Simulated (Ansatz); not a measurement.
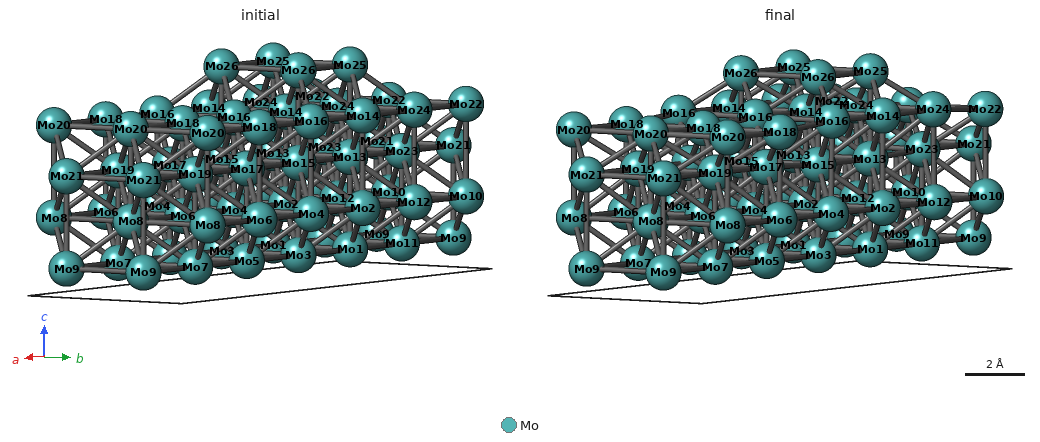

The structure of a slab of composition Mo (cut from the Im-3m phase) before (left) and after (right) a constrained relaxation, at one scale.

Style: ball-and-stick. Shown: the 1 × 2 repeat of the cell, outlined in the plane, without the vacuum (origin shifted), from a free direction.

Case: stripe over 2 of 6 cells, two steps. 12 atoms are held fixed.

These are results of DFT PBE, scalar-relativistic, plane waves, PAW in Ansatz 0.2.0, not measurements. (plane-wave cutoff 420 eV; k-point mesh 2 × 10 × 1; occupations gaussian; smearing width 0.1 eV; no spin polarisation; dipole correction; atoms relaxed in a fixed cell; force threshold 0.02 eV/Å; at most 45 steps)

### Describe what moved and what it gained.

Over 5 accepted moves (6 points after the start) the energy falls by 1.258 eV per cell of the calculation. The largest force component goes from 1.9 to 0.016 eV/Å. 1 step only repeated the SCF at the same geometry. The largest moves, 0.24 Å, are those of Mo25 and Mo26. Mo26 goes along the normal (−c). The cell stays as it was. Among the contacts that change: Mo16–Mo26 2.737 → 2.543 Å, Mo17–Mo18 2.737 → 2.566 Å, Mo10–Mo22 3.160 → 2.993 Å, Mo8–Mo20 3.160 → 3.010 Å. Cost: 19 min on 4 threads of Intel(R) Xeon(R) Processor @ 2.50GHz (Skylake/Cascade Lake) (shared host), peak memory 5.1 GiB.
